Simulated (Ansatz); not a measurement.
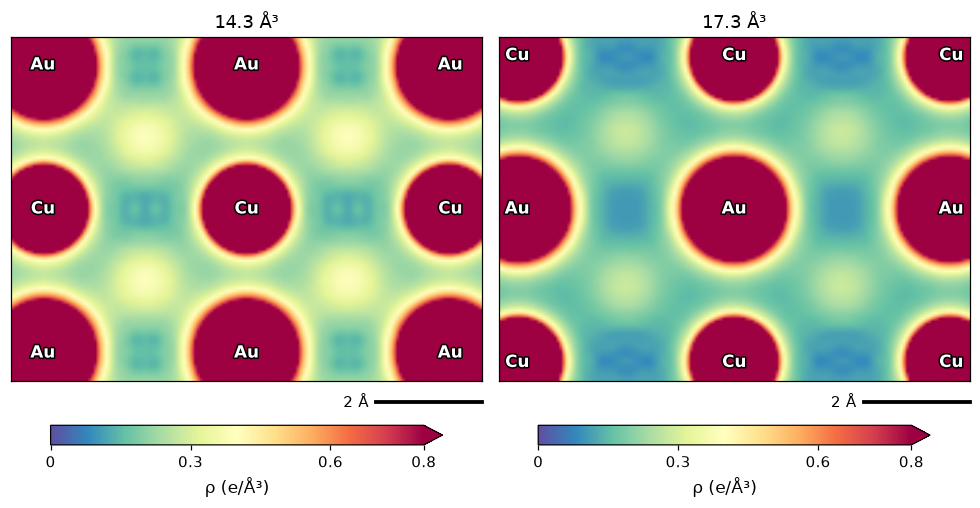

CuAu3. The valence electron density of cells scaled evenly to different volumes (given per atom above each panel), on the (110) plane of each (indices in the axes of the cell below), at one length scale and on one colour scale.

Computed without spin polarisation.

Theory: Ansatz 0.2.0, DFT PBEsol, scalar-relativistic, plane waves, PAW.

The density is the valence pseudo-density of a PAW calculation; it isn't the true density close to the nuclei.

The largest cell:

```xyz
4
Lattice="4.1025 0.0000 0.0000 0.0000 4.1025 0.0000 0.0000 0.0000 4.1025" Properties=species:S:1:pos:R:3 pbc="T T T"
Cu    0.0000    0.0000    0.0000
Au    0.0000    2.0513    2.0513
Au    2.0513    0.0000    2.0513
Au    2.0513    2.0513    0.0000
```

| volume (Å³/atom) | Cu–Au contact in the plane (Å) | ρ at its midpoint (e/Å³) | pressure (GPa) | 
| --- | --- | --- | --- |
| 14.28 | 2.723 | 0.297 | 21.0 | 
| 15.22 | 2.782 | ? | ? | 
| 17.26 | 2.901 | 0.213 | −12.4 | 

> Estimate the missing row, and compare with the calculation.

Over the known rows ln ρ falls by 1.87 per Å of Cu–Au distance (the line through the two), which gives 0.266 e/Å³ at 2.782 Å; the calculation gives 0.265 e/Å³. For the pressure, a straight line in volume between the neighbouring rows gives 10.5 GPa; the calculation gives 5.6, lower because pressure rises ever faster on compression.
